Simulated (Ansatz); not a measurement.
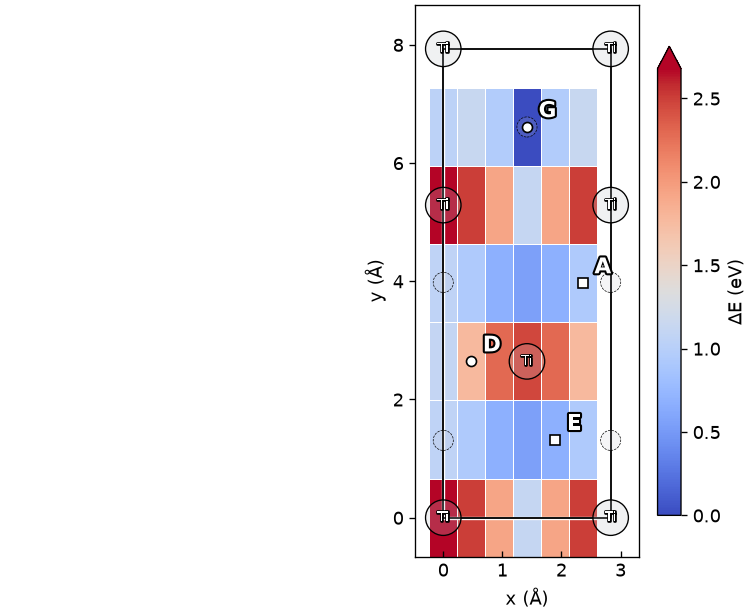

O on a Ti(110) slab cut from the P6/mmm phase, its upper half relaxed before the scan (9 atoms of substrate and one adsorbate in a 1 × 1 cell). O is moved over the surface cell; relaxed at each place: the height of the adsorbate's atoms; substrate rigid; the origin of the map has the adsorbate above Ti8. Places are given modulo a cell vector. The map is drawn in real space over the plane of the surface. The grid has 6 × 6 points; 16 points were computed and 20 follow by symmetry. All energies are given in eV relative to the lowest grid point. The relaxed height changes by up to 0.8 Å between neighbouring points. With one adsorbate in each 1 × 1 cell, its nearest image is 2.8 Å away, so neighbouring adsorbates interact. The runs have no spin polarisation; a magnetic state may lie lower. All numbers below come from DFT PBE, scalar-relativistic, plane waves, PAW (Ansatz 0.2.0). Settings: cutoff 420 eV, k-mesh 9×4×1, gaussian smearing 0.1 eV, no spin polarisation.

In the figure: one coloured cell a grid point, labelled circles for the atoms of the top layer and small ones for the second layer, the outline of one cell of the plane, one colour for all values above the top of the scale, lettered points.

### Is G the lowest point of the computed grid?

Yes. G, at a fourfold hollow over a second-layer Ti atom, (3/6, 5/6) of the cell vectors, has the lowest energy of the grid.

### Rank the lettered points by energy, lowest first.

G (0.00 eV), E (0.68 eV), A (0.94 eV), D (1.77 eV).

PAW datasets: the set soft_1.
